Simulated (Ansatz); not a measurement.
# Geometry relaxation of ZnCu2SnSe4 (part 2 of 2)

Continued. System: ZnCu2SnSe4 (I-4, 8 atoms in the cell). Method: DFT PBEsol, scalar-relativistic, plane waves, PAW, no spin polarisation (Ansatz 0.2.0); cutoff 420 eV, 10×10×10 k-mesh, Gaussian smearing of 0.1 eV. The structure derives from a Materials Project entry.

Geometry of the input (Å; fractional positions):
```
-2.8856  2.8856  5.7398
2.8856  -2.8856  5.7398
2.8856  2.8856  -5.7398
Zn 0.7500  0.2500  0.5000
Cu 0.2500  0.7500  0.5000
Cu 0.0000  0.0000  0.0000
Sn 0.5000  0.5000  0.0000
Se 0.6298  0.6365  0.5262
Se 0.1103  0.1035  0.4738
Se 0.8965  0.3702  0.0068
Se 0.3635  0.8897  0.9932
```

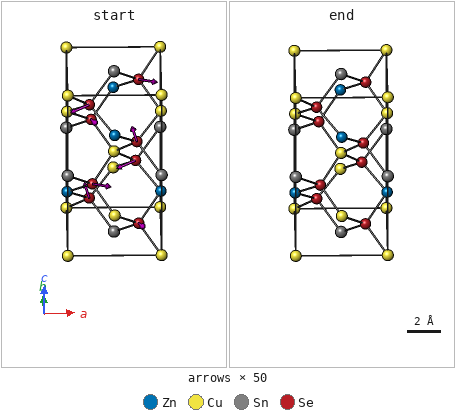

**Figure 1.** Before (left) and after (right) the relaxation, at one scale (ball-and-stick view of the cell 2 times as large as that of the calculation, set on its symmetry axes, seen at an oblique angle). The pink arrows give the displacements (without the part carried along by the change of the cell), magnified 50 times. The energy falls by 14.0 meV per atom in 3 geometry steps. Largest force component: 0.14 eV/Å at the start, 0.00073 eV/Å at the end. Pressure: −3.06 GPa at the start and 0.00 GPa at the end. The largest moves relative to the cell, 0.026 Å, are those of Se5, Se6, Se7 and Se8. Zn and Cu and Sn stay in place. The volume changes by −5.2 %, with a = b 5.771 → 5.659 Å (−1.9 %), c 11.480 → 11.312 Å (−1.5 %). Distances before and after: Cu2–Se5 2.442 → 2.384 Å, Cu3–Se5 2.442 → 2.388 Å, Zn1–Se5 2.487 → 2.450 Å, Sn4–Se5 2.615 → 2.591 Å. The space group stays I-4 (No. 82). A last SCF at the same geometry on a re-selected plane-wave basis shifts the energy by +0.3 meV per atom. (Atoms are counted from 1 in the order of the input.)

```
basis re-selected at this cell: Δ(F+E_penalty+E_count) = +2.718e-3 eV, ΔP = +0.003 GPa vs the last step (what re-selecting the basis moved, of the pressure what is left beyond the Pulay correction that the steps carried, after the strain that the cell walked since its last selection, with what the two solves' SCF thresholds leave and, on support functions, any second-order correction that the steps lacked; it is no measure of the basis error at this ecutwfc). This SCF's stress stands 1.56e-2 GPa from its target on what of the cell is left free (relax.cell.stress_tol is 5.00e-2 GPa) and its largest allowed force component is 7.32e-4 eV/Å (relax.f_tol is 5.00e-3 eV/Å): within both
SCF converged after 10 iterations
Free energy (F): -44107.955816 eV
Harris-Foulkes:  -44107.955816 eV  (|F-HF|=0.00e0)
Internal energy: -44107.955279 eV  (E = F + TS)
E sigma→0 (E₀):  -44107.955547 eV
Entropy (-TS):   -0.000538 eV (-0.067 meV/atom)
Fermi energy:    8.889567 eV
--- Per-component energies (eV) ---
  E_band       = -2608.072142
  E_kinetic    = 1394.262400
  E_local      = -24107.040075  (includes V_loc(G=0)·N_el)
  E_nonlocal   = -985.327388
  E_hartree    = 11333.069841
  E_xc         = -1103.644344
  E_vxc        = -769.378681  (∫ρ·V_xc dr)
  E_paw        = -16595.954453  (= ΣΔE_a)
  E_vpaw       = -806.726242  (= ΣTr[D̂ρ^β])
  E_aug_tail   = -0.002133  (compensation charges beyond the density's cutoff)
  E_ewald      = -14048.847527
  E_core_change = 5.528401  (= ΣΔE_core)
  E_smearing   = -0.000538  (= −TS)
  E_closure    = -0.000000  (closes the sum)
  Σ components = -44107.955816   (vs F -44107.955816, Δ=0.00e0)
--- Forces (eV/Å), atoms counted from 1 ---
  atom   1  Zn    -0.00000000     0.00000000     0.00000000
  atom   2  Cu     0.00000000    -0.00000000     0.00000000
  atom   3  Cu    -0.00000000    -0.00000000     0.00000000
  atom   4  Sn     0.00000000    -0.00000000     0.00000000
  atom   5  Se     0.00073210    -0.00071070     0.00018599
  atom   6  Se    -0.00073210     0.00071070     0.00018599
  atom   7  Se     0.00071070     0.00073210    -0.00018599
  atom   8  Se    -0.00071070    -0.00073210    -0.00018599
  max |Σ_I F_I| component: 3.69e-17 eV/Å
--- Stress (GPa, compression-positive) ---
       -0.006763      -0.000000      -0.000000
        0.000000      -0.006763      -0.000000
       -0.000000      -0.000000       0.015579
  P = ⅓ Tr σ = 0.0007 GPa (0.007 kbar)
--- Band table (eV; the first three rows and the last of 144) ---
  k-point 0: bands = ["-102.8218", "-102.8044", "-60.4274", "-60.3652", "-60.3652", "-60.3411", "-60.3411", "-60.3271", "-39.2810", "-39.2809", "-39.2807", "-39.2807", "-39.2545", "-39.2545", "-39.2544", "-39.2544", "-39.2339", "-39.2339", "-39.2337", "-39.2337", "-39.1514", "-39.1513", "-39.1511", "-39.1511", "-39.1498", "-39.1497", "-39.1497", "-39.1497", "-13.3533", "-13.3494", "-13.3494", "-13.2955", "-13.2915", "-5.6674", "-4.3923", "-4.3740", "-4.3740", "0.8222", "1.5894", "1.6411", "1.6469", "1.6469", "1.7333", "3.1494", "3.6847", "4.0169", "4.5551", "4.6669", "4.6669", "5.1634", "5.1634", "5.5443", "5.5443", "5.5796", "6.3620", "6.5235", "6.6646", "6.9053", "6.9621", "6.9621", "7.1187", "8.5457", "8.8079", "8.8079", "8.8295", "10.3921", "11.0347", "12.1565", "12.1565", "13.1587", "13.6362", "13.8338", "13.8338", "14.3886", "15.0086", "15.0086", "15.3377"]
  k-point 1: bands = ["-102.8218", "-102.8044", "-60.4274", "-60.3652", "-60.3652", "-60.3411", "-60.3411", "-60.3271", "-39.2809", "-39.2809", "-39.2807", "-39.2807", "-39.2545", "-39.2545", "-39.2544", "-39.2544", "-39.2339", "-39.2339", "-39.2337", "-39.2337", "-39.1514", "-39.1513", "-39.1511", "-39.1511", "-39.1498", "-39.1497", "-39.1497", "-39.1496", "-13.3534", "-13.3495", "-13.3494", "-13.2955", "-13.2915", "-5.6182", "-4.4221", "-4.4014", "-4.3859", "0.8513", "1.5932", "1.6338", "1.6383", "1.6556", "1.7353", "3.1383", "3.6239", "4.0076", "4.4378", "4.6346", "4.9093", "5.0827", "5.1761", "5.4491", "5.5680", "5.6631", "6.4313", "6.5578", "6.6891", "6.8106", "6.9149", "7.0541", "7.2098", "7.9842", "8.6764", "8.7817", "9.3051", "10.6495", "11.2786", "12.0531", "12.1499", "13.2802", "13.4183", "13.7293", "14.0360", "14.2499", "14.8125", "15.0584", "15.9406"]
  k-point 2: bands = ["-102.8218", "-102.8044", "-60.4274", "-60.3652", "-60.3652", "-60.3411", "-60.3411", "-60.3271", "-39.2809", "-39.2809", "-39.2807", "-39.2807", "-39.2545", "-39.2545", "-39.2545", "-39.2544", "-39.2339", "-39.2339", "-39.2337", "-39.2337", "-39.1514", "-39.1513", "-39.1512", "-39.1511", "-39.1498", "-39.1497", "-39.1497", "-39.1496", "-13.3535", "-13.3496", "-13.3495", "-13.2953", "-13.2914", "-5.4778", "-4.5302", "-4.4704", "-4.3916", "0.8892", "1.5982", "1.6225", "1.6353", "1.6701", "1.7329", "3.0359", "3.4665", "4.1453", "4.2576", "4.5761", "5.0547", "5.1182", "5.2074", "5.3495", "5.6539", "5.8009", "6.5361", "6.6500", "6.7137", "6.7940", "6.9058", "7.1913", "7.3822", "7.5125", "8.2903", "8.6998", "9.6598", "11.1199", "11.6277", "11.9750", "12.1937", "13.1897", "13.4590", "13.8019", "14.0182", "14.1677", "15.2364", "15.5536", "16.6366"]
  k-point 143: bands = ["-102.8218", "-102.8044", "-60.4274", "-60.3652", "-60.3652", "-60.3411", "-60.3411", "-60.3270", "-39.2811", "-39.2808", "-39.2807", "-39.2807", "-39.2545", "-39.2545", "-39.2544", "-39.2544", "-39.2339", "-39.2339", "-39.2337", "-39.2337", "-39.1514", "-39.1514", "-39.1511", "-39.1511", "-39.1499", "-39.1497", "-39.1497", "-39.1496", "-13.3534", "-13.3492", "-13.3492", "-13.2956", "-13.2915", "-5.1799", "-5.0231", "-4.3852", "-4.3852", "0.7056", "1.5651", "1.6235", "1.6235", "1.6917", "1.8932", "2.9178", "4.2407", "4.2962", "4.8436", "4.9318", "4.9318", "5.1714", "5.1714", "5.5914", "5.6560", "5.6560", "6.2795", "6.6012", "6.6224", "6.7116", "7.2749", "7.3716", "7.5762", "7.5762", "7.8179", "7.8179", "9.6370", "10.4357", "10.4357", "10.6847", "11.6321", "12.0106", "12.6739", "12.6762", "14.9481", "14.9481", "15.7423", "16.3450", "16.3549"]
--- Relaxed structure (4 steps of the walk, 4 accepted, 1 SCFs on fresh bases) ---
  F+E_penalty+E_count = -44107.95581604 eV   max|allowed force component| = 7.321e-4 eV/Å   (the final SCF, on the basis selected at the relaxed cell)
  cell:  # Å, volume = 181.1581 Å³
    - [-2.8297277727112706, 2.8297277727112706, 5.655986189021346]
    - [2.8297277727112706, -2.8297277727112706, 5.655986189021346]
    - [2.8297277727112706, 2.8297277727112706, -5.655986189021346]
  atoms:
    - { symbol: Zn, position: [0.75, 0.24999999999999994, 0.49999999999999994] }
    - { symbol: Cu, position: [0.24999999999999994, 0.75, 0.49999999999999994] }
    - { symbol: Cu, position: [8.34274176025621e-35, -1.1741365213357005e-21, -1.174136521335617e-21] }
    - { symbol: Sn, position: [0.49999999999999994, 0.49999999999999994, -1.1741365213341234e-21] }
    - { symbol: Se, position: [0.6300689045149244, 0.640077237772133, 0.5315706644942502] }
    - { symbol: Se, position: [0.10850657327788293, 0.09849824002067431, 0.46842933550574994] }
    - { symbol: Se, position: [0.9015017599793258, 0.36993109548507574, 0.010008333257208568] }
    - { symbol: Se, position: [0.3599227622278671, 0.8914934267221171, 0.9899916667427915] }
```

### Trajectory as extended XYZ (Å, eV, eV/Å), 5 frames, from step=1 to step=5
```
8
Lattice="-2.8856 2.8856 5.7398 2.8856 -2.8856 5.7398 2.8856 2.8856 -5.7398" Properties=species:S:1:pos:R:3:forces:R:3 step=1 energy=-44107.84652 pressure_GPa=-3.06
Zn    0.0000    2.8856    2.8699    0.0000   0.0000   0.0000
Cu    2.8856    0.0000    2.8699    0.0000   0.0000   0.0000
Cu    0.0000    0.0000    0.0000    0.0000   0.0000   0.0000
Sn    0.0000    0.0000    5.7398    0.0000   0.0000   0.0000
Se    1.5381    1.4990    4.2477    0.1406  -0.0027  -0.0386
Se    1.3475    1.3866   -1.4921   -0.1406   0.0027  -0.0386
Se   -1.4990    1.5381    7.2320    0.0027   0.1406   0.0386
Se    4.3846    1.3475    1.4921   -0.0027  -0.1406   0.0386
8
Lattice="-2.8386 2.8386 5.6632 2.8386 -2.8386 5.6632 2.8386 2.8386 -5.6632" Properties=species:S:1:pos:R:3:forces:R:3 step=2 energy=-44107.94714 pressure_GPa=-0.37
Zn    0.0000    2.8386    2.8316    0.0000   0.0000   0.0000
Cu    2.8386    0.0000    2.8316    0.0000   0.0000   0.0000
Cu    0.0000    0.0000    0.0000    0.0000   0.0000   0.0000
Sn    0.0000    0.0000    5.6632    0.0000   0.0000   0.0000
Se    1.5179    1.4708    4.1917    0.1614   0.0779  -0.0887
Se    1.3208    1.3679   -1.4715   -0.1614  -0.0779  -0.0887
Se   -1.4708    1.5179    7.1347   -0.0779   0.1614   0.0887
Se    4.3094    1.3208    1.4715    0.0779  -0.1614   0.0887
8
Lattice="-2.8293 2.8293 5.6507 2.8293 -2.8293 5.6507 2.8293 2.8293 -5.6507" Properties=species:S:1:pos:R:3:forces:R:3 step=3 energy=-44107.95848 pressure_GPa=0.08
Zn    0.0000    2.8293    2.8254    0.0000   0.0000   0.0000
Cu    2.8293    0.0000    2.8254    0.0000   0.0000   0.0000
Cu    0.0000    0.0000    0.0000    0.0000   0.0000   0.0000
Sn    0.0000    0.0000    5.6507    0.0000   0.0000   0.0000
Se    1.5319    1.4753    4.1720    0.0042   0.0034   0.0136
Se    1.2974    1.3540   -1.4787   -0.0042  -0.0034   0.0136
Se   -1.4753    1.5319    7.1295   -0.0034   0.0042  -0.0136
Se    4.3046    1.2974    1.4787    0.0034  -0.0042  -0.0136
8
Lattice="-2.8297 2.8297 5.6560 2.8297 -2.8297 5.6560 2.8297 2.8297 -5.6560" Properties=species:S:1:pos:R:3:forces:R:3 step=4 energy=-44107.95853 pressure_GPa=-0.00
Zn    0.0000    2.8297    2.8280    0.0000   0.0000   0.0000
Cu    2.8297    0.0000    2.8280    0.0000   0.0000   0.0000
Cu    0.0000    0.0000    0.0000    0.0000   0.0000   0.0000
Sn    0.0000    0.0000    5.6560    0.0000   0.0000   0.0000
Se    1.5325    1.4759    4.1774    0.0004  -0.0008   0.0002
Se    1.2972    1.3538   -1.4786   -0.0004   0.0008   0.0002
Se   -1.4759    1.5325    7.1346    0.0008   0.0004  -0.0002
Se    4.3056    1.2972    1.4786   -0.0008  -0.0004  -0.0002
8
Lattice="-2.8297 2.8297 5.6560 2.8297 -2.8297 5.6560 2.8297 2.8297 -5.6560" Properties=species:S:1:pos:R:3:forces:R:3 step=5 energy=-44107.95582 pressure_GPa=0.00
Zn    0.0000    2.8297    2.8280    0.0000   0.0000   0.0000
Cu    2.8297    0.0000    2.8280    0.0000   0.0000   0.0000
Cu    0.0000    0.0000    0.0000    0.0000   0.0000   0.0000
Sn    0.0000    0.0000    5.6560    0.0000   0.0000   0.0000
Se    1.5325    1.4759    4.1774    0.0007  -0.0007   0.0002
Se    1.2972    1.3538   -1.4786   -0.0007   0.0007   0.0002
Se   -1.4759    1.5325    7.1346    0.0007   0.0007  -0.0002
Se    4.3056    1.2972    1.4786   -0.0007  -0.0007  -0.0002
```

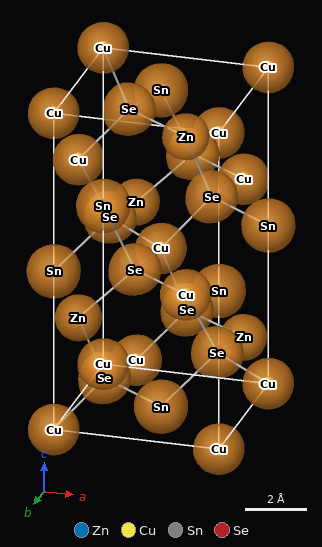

**Figure 2.** Isosurface of the valence electron density at 0.8 e/Å³ (orange), seen at an oblique angle. Sticks mark near contacts. The outline is the cell set on symmetry axes. At this value the density breaks into separate islands; it holds about 75 % of the electrons treated as valence (semicore included). It is pinched off along the Cu–Se (2.38 Å), Zn–Se (2.45 Å) and Sn–Se (2.59 Å) contacts. On the grid the lowest density along these lines, outside the cores, is 0.46 e/Å³ (Cu–Se, 2.38 Å), 0.43 e/Å³ (Zn–Se, 2.45 Å) and 0.47 e/Å³ (Sn–Se, 2.59 Å). The fields are those of the smooth PAW valence density.

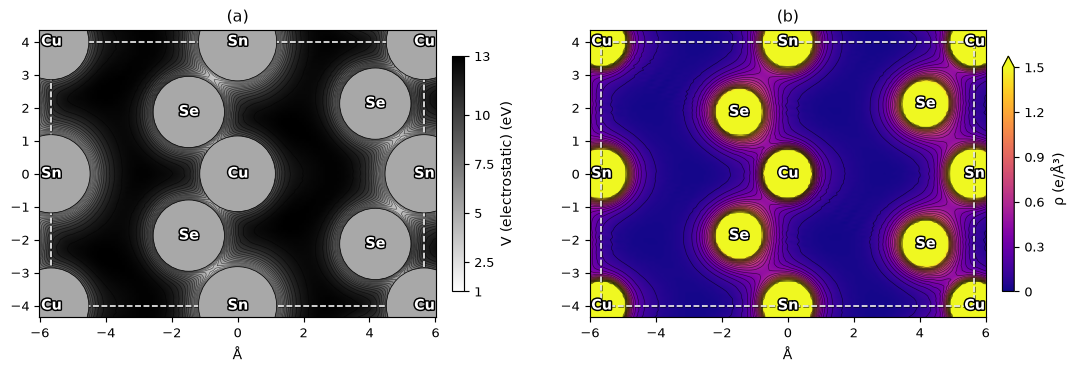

**Figure 3.** (a) electrostatic potential (local pseudopotential plus Hartree) felt by an electron; (b) valence charge density (pseudo) on the (11̄0) plane of the conventional cell. Grey discs, where drawn, cover atomic cores. Cu–Se (2.39 Å): the density is about 0.49 e/Å³ at the midpoint. Sn–Se (2.59 Å): ρ at the midpoint is about 0.47 e/Å³. Away from the nuclei the density in this plane falls to 0.01 e/Å³ at its lowest. Outside the cores the potential energy rises away from the atoms and is highest about 2.3 Å from the nearest atoms; outside the discs it spans about 11 eV, and its zero is arbitrary.

### Summary

- outcome: converged
- space group (tolerance 0.01 Å): I-4 (82)
- electrons treated: 128
- free energy: −44107.9558 eV
- Fermi energy: 8.890 eV
- gap on the k-point mesh: 0.02 eV by band count, under the smearing
- pressure: 0.00 GPa
- final volume: 181.16 Å³
- largest force (length of the vector) at the end: 0.001 eV/Å
- final cell: a = 6.929 Å, b = 6.929 Å, c = 6.929 Å, α = 131.79°, β = 131.79°, γ = 70.56°
- hardware: 8 threads of Intel Xeon @ 2.50GHz (Skylake/Cascade Lake), 189 GiB of memory available, shared host
- wall time: 4.7 min (CPU time 35 min)
- peak memory: 2 GiB
